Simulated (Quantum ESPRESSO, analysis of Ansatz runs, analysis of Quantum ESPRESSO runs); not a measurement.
# Local vibrational mode of the Ga-H pair in Si (PBE) (Quantum ESPRESSO), part 2 of 2

Subject: Ga-H pair in Si. Wanted: its local vibrational mode, in one set-up (PBE, PseudoDojo 0.4.1 SR PBE standard, 32-site cell, PBE lattice, k: the single point 1/4 1/4 1/4). The model is a cell of 32 host atoms with Ga put on another atom's site and H put in between. The frequencies come from force constants among the defect atom and its neighbours, with the masses of the isotopes named. Other potentials or another program check that the number doesn't hang on one set of files.

Quantum ESPRESSO 7.5; PBE, PseudoDojo 0.4.1 SR PBE standard, 32-site cell, PBE lattice, k: the single point 1/4 1/4 1/4.

So far: Starting point; Relaxation, charge 0.

## 2. Relaxation, charge 0 (continued)

Level of this step: Quantum ESPRESSO plane-wave DFT, PBE, PseudoDojo 0.4.1 SR PBE standard potentials; relaxation of all atoms of a defect supercell (Quantum ESPRESSO).

Step by step:

```
step  energy less that of the first step (eV)
   0                                   0.0000
   1                                  -0.2599
   2                                  -0.4379
   3                                  -0.5242
   4                                  -0.5467
   5                                  -0.5636
   6                                  -0.5670
   7                                  -0.5689
   8                                  -0.5703
   9                                  -0.5715
  10                                  -0.5722
  11                                  -0.5724
  12                                  -0.5726
  13                                  -0.5726
  14                                  -0.5727
```

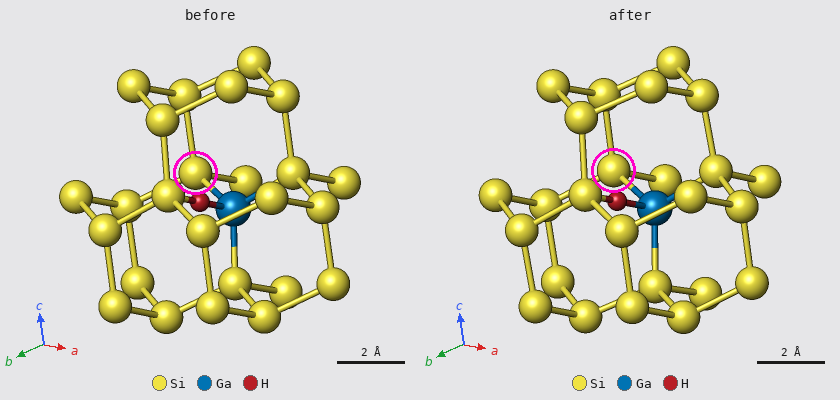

Before and after: the atoms that start within 5 Å of the centre. Si32, which moves most, is ringed if it is among them.

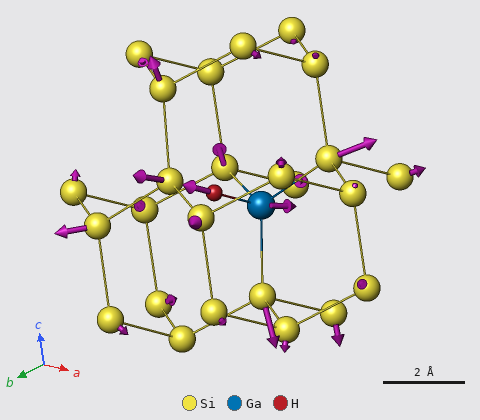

Displacements in the relaxation near the centre, exaggerated; the longest in the cell stands for 0.14 Å.

The atoms that moved most (Å):

```
atom      dx      dy      dz  length
Si32   0.065   0.093   0.085   0.141
Si26  -0.080   0.060  -0.068   0.121
Si23   0.055  -0.076  -0.073   0.118
Si27  -0.078  -0.063   0.059   0.116
 H33   0.056  -0.057  -0.058   0.098
 Si8   0.063  -0.065   0.002   0.091
Ga11  -0.050   0.060   0.037   0.086
 Si7   0.043   0.011  -0.069   0.082
```

The relaxed structure:

```xyz
33
Lattice="-5.4689 5.4689 5.4689 5.4689 -5.4689 5.4689 5.4689 5.4689 -5.4689" Properties=species:S:1:pos:R:3 pbc="T T T"
Si    2.7338    2.7345   -2.7319
Si    2.7170   -0.0520   -0.0533
Si    2.7335   -2.7313    2.7343
Si    8.2209    0.0352    0.0342
Si   -0.0189    2.7430   -0.0101
Si   -0.0187   -0.0086    2.7408
Si    5.5227    2.7511   -0.0537
Si    5.5234   -0.0529    2.7494
Si   -2.7369    2.7354    2.7350
Si    2.7278    5.4865   -0.0097
Ga    2.4307    3.0355    3.0361
Si    2.7270   -0.0085    5.4858
Si    0.0089    8.2104    0.0174
Si   -0.0348    5.5046    2.7164
Si   -0.0361    2.7185    5.5047
Si    0.0085    0.0178    8.2097
Si    1.3686    1.3836   -1.3710
Si    1.3696   -1.3699    1.3828
Si    6.8603    1.3610   -1.3916
Si    6.8614   -1.3915    1.3605
Si   -1.3672    1.3906    1.3888
Si    4.0860    4.0984   -1.3715
Si    4.3077    1.1622    1.1612
Si    4.0858   -1.3691    4.0970
Si    1.3709    6.8521   -1.3702
Si    1.2900    4.1789    1.3091
Si    1.2879    1.3099    4.1795
Si    1.3712   -1.3699    6.8519
Si   -1.3897    6.8582    1.3661
Si   -1.3610    4.0790    4.0776
Si   -1.3900    1.3669    6.8584
Si    4.1584    4.1780    4.1777
H     3.4495    2.0299    2.0383
```

Neighbours of the ideal centre at the end:

```
atom  distance (Å)
 H33         0.667
Ga11         1.078
Si23         2.170
Si32         2.728
Si26         2.729
Si27         2.731
 Si2         3.505
 Si8         3.506
 Si7         3.506
```

Neighbours of the added atoms: H33: Si23 1.50, Ga11 1.74, Si8 3.02 Å.

## 3. Atom Si7 moved by 0.015 A along x

Force constants come from the forces after small displacements. One such run is shown.

This step: Quantum ESPRESSO plane-wave DFT, PBE, PseudoDojo 0.4.1 SR PBE standard potentials; single point of a defect supercell.

pw.in reads:

```
&CONTROL
  calculation = 'scf'
  prefix = 'pwscf'
  outdir = './tmp'
  pseudo_dir = './pseudo'
  tprnfor = .true.
  disk_io = 'low'
/
&SYSTEM
  ibrav = 0
  nat = 33
  ntyp = 3
  ecutwfc = 80
  nbnd = 73
  occupations = 'smearing'
  smearing = 'fd'
  degauss = 0.00073499
  nosym = .true.
/
&ELECTRONS
  conv_thr = 1d-10
  electron_maxstep = 100
  mixing_beta = 0.5
/
ATOMIC_SPECIES
Si    28.0850 Si.upf
Ga    69.7230 Ga.upf
H      1.0080 H.upf
CELL_PARAMETERS angstrom
  -5.4688519894    5.4688519894    5.4688519894
   5.4688519894   -5.4688519894    5.4688519894
   5.4688519894    5.4688519894   -5.4688519894
ATOMIC_POSITIONS crystal
Si     0.0002386917    0.0001794356    0.4999511976
Si    -0.0096284298    0.2435339373    0.2436470930
[... 4 atom lines left out ...]
Si     0.2466144456    0.5013877158    0.7578224277
Si     0.2465272087    0.7563535693    0.5001467224
[... 2 atom lines left out ...]
Ga     0.5550990819    0.4998111228    0.4997558752
Si     0.5007788706    0.7508722774    0.2485434305
Si     0.7522486322    0.0024033009    0.7514641156
[... 2 atom lines left out ...]
Si     0.7522182689    0.7513651233    0.0024089606
[... 6 atom lines left out ...]
Si     0.2124174250    0.5000081987    0.5000964952
[... 2 atom lines left out ...]
Si     0.5017511124    0.2376291281    0.5000095800
Si     0.5018811562    0.4998690265    0.2375166515
[... 4 atom lines left out ...]
Si     0.7639399005    0.7621455261    0.7621686365
H      0.3719421746    0.5017282244    0.5009592299
K_POINTS crystal
1
0.25 0.25 0.25 1.0
```

Command:

```
OMP_NUM_THREADS=1 pw.x -in pw.in > pw.out
```

The program printed:

```text
[banner, memory and clock lines left out]
          URL

     G-vector sticks info

     bravais-lattice index     =            0
     lattice parameter (alat)  =      17.9001  a.u.
     unit-cell volume          =    4415.1463 (a.u.)^3
     number of atoms/cell      =           33
     number of atomic types    =            3
     number of electrons       =       138.00
     number of Kohn-Sham states=           73
     kinetic-energy cutoff     =      80.0000  Ry
     charge density cutoff     =     320.0000  Ry
     scf convergence threshold =      1.0E-10
     mixing beta               =       0.5000
     number of iterations used =            8  plain     mixing
     Exchange-correlation= PBE
                           (   1   4   3   4   0   0   0)

     celldm(1)=  17.900109  celldm(2)=   0.000000  celldm(3)=   0.000000
     celldm(4)=   0.000000  celldm(5)=   0.000000  celldm(6)=   0.000000

     crystal axes: (cart. coord. in units of alat)
               a(1) = (  -0.577350   0.577350   0.577350 )
               a(2) = (   0.577350  -0.577350   0.577350 )
               a(3) = (   0.577350   0.577350  -0.577350 )

     reciprocal axes: (cart. coord. in units 2 pi/alat)
               b(1) = ( -0.000000  0.866025  0.866025 )
               b(2) = (  0.866025 -0.000000  0.866025 )
               b(3) = (  0.866025  0.866025  0.000000 )

     PseudoPot. # 1 for Si read from file:
     Si.upf
     Pseudo is Norm-conserving + core correction, Zval =  4.0
     Generated using ONCVPSP code by D. R. Hamann
     Using radial grid of 1510 points,  6 beta functions with:
                l(1) =   0
                l(2) =   0
                l(3) =   1
                l(4) =   1
                l(5) =   2
                l(6) =   2

     PseudoPot. # 2 for Ga read from file:
     Ga.upf
     Pseudo is Norm-conserving + core correction, Zval = 13.0
     Generated using ONCVPSP code by D. R. Hamann
     Using radial grid of 1902 points,  6 beta functions with:
                l(1) =   0
                l(2) =   0
                l(3) =   1
                l(4) =   1
                l(5) =   2
                l(6) =   2

     PseudoPot. # 3 for H  read from file:
     H.upf
     Pseudo is Norm-conserving, Zval =  1.0
     Generated using ONCVPSP code by D. R. Hamann
     Using radial grid of 1166 points,  3 beta functions with:
                l(1) =   0
                l(2) =   0
                l(3) =   1

     atomic species   valence    mass     pseudopotential
     Si                4.00    28.08500     Si( 1.00)
     Ga               13.00    69.72300     Ga( 1.00)
     H                 1.00     1.00800     H ( 1.00)

     No symmetry found

   Cartesian axes

     site n.     atom                  positions (alat units)
         1        Si     tau(   1) = (   0.2886127   0.2886812  -0.2884056  )
         2        Si     tau(   2) = (   0.2868331  -0.0054936  -0.0056243  )
         3        Si     tau(   3) = (   0.2885814  -0.2883486   0.2886646  )
         4        Si     tau(   4) = (   0.8678867   0.0037192   0.0036119  )
         5        Si     tau(   5) = (  -0.0020001   0.2895756  -0.0010700  )
         6        Si     tau(   6) = (  -0.0019724  -0.0009055   0.2893446  )
         7        Si     tau(   7) = (   0.5846224   0.2904356  -0.0056697  )
         8        Si     tau(   8) = (   0.5831082  -0.0055885   0.2902536  )
         9        Si     tau(   9) = (  -0.2889311   0.2887820   0.2887368  )
        10        Si     tau(  10) = (   0.2879783   0.5792127  -0.0010228  )
        11        Ga     tau(  11) = (   0.2566137   0.3204547   0.3205185  )
[...]
28        Si     tau(  28) = (   0.1447608  -0.1446203   0.7233587  )
        29        Si     tau(  29) = (  -0.1467084   0.7240281   0.1442249  )
        30        Si     tau(  30) = (  -0.1436802   0.4306257   0.4304732  )
        31        Si     tau(  31) = (  -0.1467418   0.1443049   0.7240407  )
        32        Si     tau(  32) = (   0.4390023   0.4410742   0.4410476  )
        33        H      tau(  33) = (   0.3641610   0.2142969   0.2151849  )

     number of k points=     1  Fermi-Dirac smearing, width (Ry)=  0.0007
                       cart. coord. in units 2pi/alat
        k(    1) = (   0.4330127   0.4330127   0.4330127), wk =   2.0000000

     Dense  grid:   426507 G-vectors     FFT dimensions: ( 108, 108, 108)

     Initial potential from superposition of free atoms

     starting charge     137.9783, renormalised to     138.0000
     Starting wfcs are  134 randomized atomic wfcs

     Self-consistent Calculation

     iteration #  1     ecut=    80.00 Ry     beta= 0.50
     Davidson diagonalization with overlap
     ethr =  1.00E-02,  avg # of iterations =  3.0

     Threshold (ethr) on eigenvalues was too large:
     Diagonalizing with lowered threshold

     Davidson diagonalization with overlap
     ethr =  6.18E-04,  avg # of iterations =  2.0

     total energy              =    -416.19115347 Ry
     estimated scf accuracy    <       0.99379137 Ry

     iteration #  2     ecut=    80.00 Ry     beta= 0.50
     Davidson diagonalization with overlap
     ethr =  7.20E-04,  avg # of iterations =  1.0

     total energy              =    -416.17718408 Ry
     estimated scf accuracy    <       0.19055646 Ry

     iteration #  3     ecut=    80.00 Ry     beta= 0.50
     Davidson diagonalization with overlap
     ethr =  1.38E-04,  avg # of iterations =  9.0

     total energy              =    -416.19192136 Ry
     estimated scf accuracy    <       0.00487444 Ry

     iteration #  4     ecut=    80.00 Ry     beta= 0.50
     Davidson diagonalization with overlap
     c_bands:  2 eigenvalues not converged
     ethr =  3.53E-06,  avg # of iterations = 20.0

     total energy              =    -416.19418077 Ry
     estimated scf accuracy    <       0.00243538 Ry

     iteration #  5     ecut=    80.00 Ry     beta= 0.50
     Davidson diagonalization with overlap
     c_bands:  2 eigenvalues not converged
     ethr =  1.76E-06,  avg # of iterations = 20.0

     total energy              =    -416.19476958 Ry
     estimated scf accuracy    <       0.00045627 Ry

     iteration #  6     ecut=    80.00 Ry     beta= 0.50
     Davidson diagonalization with overlap
     c_bands:  2 eigenvalues not converged
     ethr =  3.31E-07,  avg # of iterations = 20.0

     total energy              =    -416.19482398 Ry
     estimated scf accuracy    <       0.00002993 Ry

     iteration #  7     ecut=    80.00 Ry     beta= 0.50
     Davidson diagonalization with overlap
     ethr =  2.17E-08,  avg # of iterations =  5.0

     total energy              =    -416.19483776 Ry
     estimated scf accuracy    <       0.00001194 Ry

     iteration #  8     ecut=    80.00 Ry     beta= 0.50
     Davidson diagonalization with overlap
     ethr =  8.65E-09,  avg # of iterations =  2.0

     total energy              =    -416.19483914 Ry
     estimated scf accuracy    <       0.00000131 Ry

     iteration #  9     ecut=    80.00 Ry     beta= 0.50
     Davidson diagonalization with overlap
     ethr =  9.47E-10,  avg # of iterations =  5.0

     total energy              =    -416.19483969 Ry
     estimated scf accuracy    <       0.00000148 Ry

     iteration # 10     ecut=    80.00 Ry     beta= 0.50
     Davidson diagonalization with overlap
     ethr =  9.47E-10,  avg # of iterations =  2.0

     total energy              =    -416.19483994 Ry
     estimated scf accuracy    <       0.00000004 Ry

     iteration # 11     ecut=    80.00 Ry     beta= 0.50
     Davidson diagonalization with overlap
     ethr =  3.21E-11,  avg # of iterations =  6.0

     total energy              =    -416.19483997 Ry
     estimated scf accuracy    <       0.00000010 Ry

     iteration # 12     ecut=    80.00 Ry     beta= 0.50
     Davidson diagonalization with overlap
     ethr =  3.21E-11,  avg # of iterations =  3.0

     total energy              =    -416.19483998 Ry
     estimated scf accuracy    <       0.00000001 Ry

     iteration # 13     ecut=    80.00 Ry     beta= 0.50
     Davidson diagonalization with overlap
     ethr =  1.05E-11,  avg # of iterations =  4.0

     total energy              =    -416.19483998 Ry
     estimated scf accuracy    <          2.3E-09 Ry

     iteration # 14     ecut=    80.00 Ry     beta= 0.50
     Davidson diagonalization with overlap
     ethr =  1.70E-12,  avg # of iterations =  2.0

     total energy              =    -416.19483998 Ry
     estimated scf accuracy    <          5.1E-10 Ry

     iteration # 15     ecut=    80.00 Ry     beta= 0.50
     Davidson diagonalization with overlap
     ethr =  3.72E-13,  avg # of iterations =  4.0

     End of self-consistent calculation

          k = 0.4330 0.4330 0.4330 ( 53288 PWs)   bands (ev):

    -8.4102  -8.2845  -8.2840  -8.2337  -8.2334  -5.0241  -4.9370  -4.9335
    -4.8060  -3.3116  -3.1057  -3.0978  -3.0601  -3.0569  -3.0498  -3.0478
    -3.0463  -3.0424  -2.9463  -2.9446  -2.6319  -0.5095  -0.2596  -0.2549
    -0.2529  -0.2300  -0.2268  -0.2114  -0.2083  -0.2052  -0.0095  -0.0073
     0.0103   1.9627   2.2523   2.2550   2.2594   2.3324   2.5650   2.5675
     2.5985   2.6385   2.6628   2.6652   2.6931   2.6950   2.7419   2.9507
     2.9537   3.7415   3.8630   3.8672   3.9125   3.9267   3.9281   3.9332
     4.0018   4.0050   4.0388   4.3412   4.3440   5.2693   5.3252   5.3304
     5.3614   5.3636   5.3787   5.7133   5.7149   7.3370   7.5384   7.5773
     7.5811

     the Fermi energy is     6.6691 ev

!    total energy              =    -416.19483998 Ry
     estimated scf accuracy    <          2.8E-11 Ry
     smearing contrib. (-TS)   =       0.00000000 Ry
     internal energy E=F+TS    =    -416.19483998 Ry

     The total energy is F=E-TS. E is the sum of the following terms:
     one-electron contribution =     -47.74069872 Ry
     hartree contribution      =      90.33086222 Ry
     xc contribution           =    -138.45554735 Ry
     ewald contribution        =    -320.32945613 Ry

     convergence has been achieved in  15 iterations

     Forces acting on atoms (cartesian axes, Ry/au):

     atom    1 type  1   force =     0.00026458   -0.00024400    0.00003846
     atom    2 type  1   force =     0.00003693    0.00004734   -0.00012983
     atom    3 type  1   force =     0.00022613   -0.00003876   -0.00007362
     atom    4 type  1   force =    -0.00003414    0.00004096    0.00022593
     atom    5 type  1   force =    -0.00020116   -0.00020733    0.00007346
     atom    6 type  1   force =    -0.00031783    0.00005665   -0.00013036
     atom    7 type  1   force =    -0.00748985    0.00015369   -0.00014432
     atom    8 type  1   force =    -0.00006567   -0.00031904    0.00019315
     atom    9 type  1   force =     0.00011125    0.00001379    0.00013776
     atom   10 type  1   force =     0.00017091    0.00003529    0.00004845
[...]
atom   29 type  1   force =     0.00000646    0.00010882    0.00023339
     atom   30 type  1   force =    -0.00020018   -0.00003735    0.00004352
     atom   31 type  1   force =     0.00000730    0.00034630   -0.00019817
     atom   32 type  1   force =    -0.00004418   -0.00011755   -0.00018340
     atom   33 type  3   force =     0.00021329    0.00004282   -0.00023560

     Total force =     0.009137     Total SCF correction =     0.000009
```

The job ended after 3.2 min (1 thread of INTEL XEON PLATINUM 8581C at 2.10GHz (Emerald Rapids), shared host; peak memory 1.2 GiB).

At this level the gap is 1.62 eV on the k-mesh of the self-consistent run, which can miss the band edges.

## 4. Local vibrational modes

Analysis of the runs above: force constants by central differences of Quantum ESPRESSO plane-wave DFT, PBE, PseudoDojo 0.4.1 SR PBE standard potentials forces among the atoms nearest to a defect, the others at rest.

The modes with the largest weight on the probed atoms (the light atom of a pair), for the masses of each isotope. Modes of the displaced atoms (local only where they lie over the host's phonons):

```
isotopes  mode (cm⁻¹)  share of the defect atoms
       H         2250                      0.982
       H        175.1                      0.659
       H        127.2                      0.544
       D         1606                      0.964
       D        135.8                      0.641
       D        100.5                      0.782
```

## 5. What came out

```json
{
  "distance from the defect atom to its nearest neighbour": "1.503 Å",
  "Si-H stretch, 1H": "2249 cm⁻¹"
}
```

What this shows: Si-H stretch, 1H: computed 2249 cm⁻¹, measured 2171 cm⁻¹; 78 cm⁻¹ (4 %) above the measurement. The computed value is harmonic, while the measured line is the anharmonic fundamental, which for X–H stretches usually lies a few per cent lower. Only the named neighbours move, so modes near the host's band are approximate.

[Logs are printed without paths, hosts, clocks, repeated set-up lines and the standing remarks that a program may print on its own settings, such as how far it seeks lower states.]

[Hosts, paths, dates, database ids (printed as entryN), source tags and the programs' standing remarks are cut or masked in the printed files.]

[For some hosts the program warned that the k-mesh of the response run may be too coarse for force constants and the static dielectric constant; such warnings are not shown here.]
